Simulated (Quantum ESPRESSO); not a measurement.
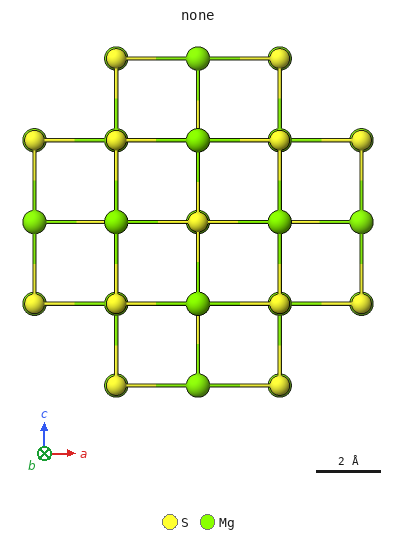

Crystalline MgS (set up in Fm-3m), relaxed (cell and atoms) with several dispersion corrections. The picture shows the result with none. A ball-and-stick model of the conventional cell (4 times the calculation's cell), seen along the b axis. Lengths and directions refer to the drawn axes.

Computed with Quantum ESPRESSO 7.5: PBEsol, GBRV 1.5 PBEsol. (plane-wave cutoff 612.3 eV; k-point mesh 9 × 9 × 9; occupations fermi-dirac; smearing width 0.05 eV; optimiser FIRE; no spin polarisation)

```csv
dispersion correction,volume (Å³/atom),a (Å)
none,17.364,5.179
D4,17.024,5.145
D3(BJ),?,?
D3,17.164,5.159
```

Question: Estimate the missing row from the others, and compare with the calculation.

Answer: With D3(BJ) the volume is the smallest of the series, below D4 (17.024). The calculation gives 16.800 Å³/atom (a = 5.122 Å). In order of volume: D3(BJ) < D4 < D3 < none; the spread is 3.4 %.
